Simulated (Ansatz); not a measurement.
Fermi surface of Zn₃Cu (Cmmm) from first principles.

Input

```yaml
crystal:
  lattice:
    - [1.515006, -2.16659, 0.0]
    - [1.515006, 2.16659, 0.0]
    - [0.0, 0.0, 8.541038]
  atoms:
    - { symbol: Zn, position: [0.5, 0.5, 0.76368] }
    - { symbol: Zn, position: [0.0, 0.0, 0.5] }
    - { symbol: Zn, position: [0.5, 0.5, 0.23632] }
    - { symbol: Cu, position: [0.0, 0.0, 0.0] }
basis:
  ecutwfc: 420
kpoints:
  mp_grid: { grid: [16, 16, 6] }
hamiltonian:
  xc: lda
  pseudopotentials: { kind: paw }
scf:
  occupations: { method: gaussian, width: 0.05 }
output:
  forces: true
  eigenvalues: true
  eigenstates:
    nscf_kmesh: { grid: [28, 28, 8] }
    top_band: c6
    de_dk: true
    localisation: true
  stress: true
checkpoint:
  write: ck
  compress: false
  write_wavefunctions: false
  write_every: 100000
```

Launched as:

```sh
ansatz run input.yaml --threads 1 --pin off --max-ram 3072MiB --backend cpu --events-out ev --progress --plain --runs-dir out
```

Method: DFT LDA, scalar-relativistic, plane waves, PAW; levels and slopes on a dense k mesh at the converged density (Ansatz). No spin polarisation. The levels come from a k mesh of 28×28×8 points. Cell and positions as given, without relaxation (residual pressure −10 GPa). Sheets, masses and frequencies are those of this strained cell. The cell comes from a database of computed structures, not from a measurement.

Four bands cross the Fermi level; this is a three-dimensional metal. The density of states at the Fermi level is 0.92 states/eV per primitive cell. The intraband plasma frequencies along the cartesian axes x, y and z of the cell as given are 7.6, 8.2 and 7.5 eV.

Band 26: two open hole tubes parallel to Γ–Z; mean Fermi speed 11 × 10⁵ m/s.
Band 27: one open hole tube parallel to Γ–Z; mean Fermi speed 13 × 10⁵ m/s; weight Zn (79 %) and Cu (21 %).
Band 28: a sheet that is open in all directions, neither an electron nor a hole pocket (the band is filled at Γ, Z, S and R and empty at Y and T); mean Fermi speed 14 × 10⁵ m/s; weight Zn (71 %) and Cu (29 %).
Band 29: two electron pockets centred at S, no more than about three mesh steps wide (each 0.08 % of the zone); mean Fermi speed 4.7 × 10⁵ m/s; weight Zn (82 %) and Cu (18 %).
A pocket cut by a face of the zone is counted once with the part on the opposite face.
Weights are shares of the states' density in the atoms' Voronoi cells.
The shape of the surface of band 27 and band 29 changes its kind within 0.07 eV of this level, so small parts may appear, vanish, join or separate.

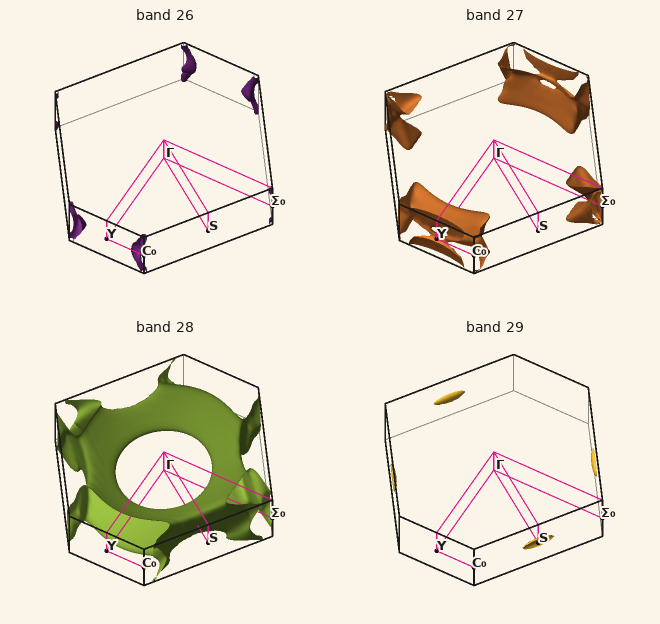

Each panel holds one band. The brighter face of a sheet looks towards empty states.

Necks and pockets thinner than about two mesh steps aren't resolved, so separate pockets may in truth be joined.

Cost: 2.2 min on 1 thread of Arm Neoverse V2 (shared host), peak memory 1.1 GiB.
